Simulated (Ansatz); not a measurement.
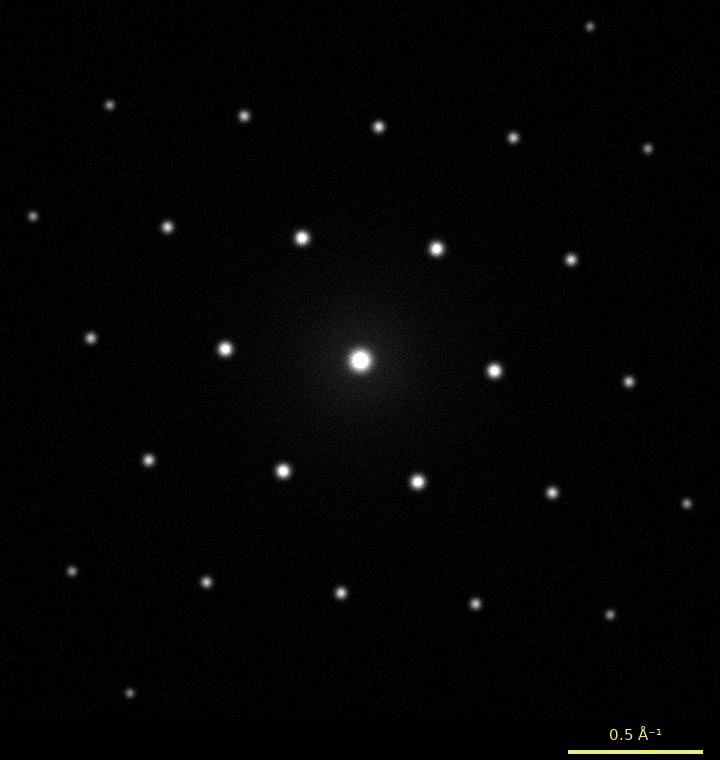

Kinematic zone-axis pattern, calculated for 200 keV electrons with B = 0.5 Å².

Candidate phases (model or computed cells):
A. Ni, space group P6_3/mmc (No. 194), a = 2.47 Å, c = 4.13 Å (hexagonal axes)
B. Ni, space group P6_3/mmc (No. 194), a = 2.44 Å, c = 4.07 Å (hexagonal axes)
C. Ni, space group Im-3m (No. 229), a = 2.79 Å
D. Cu, space group Fm-3m (No. 225), a = 3.58 Å

**Identify the phase and the zone axis.**

Candidate C (Ni), along [111] or an equivalent direction. The spots form a hexagonal net with both shortest vectors at d = 1.98 Å, 60.0° apart. They index as -1 1 0 and -1 0 1; no zone of the other candidates with indices up to 3 has this net.
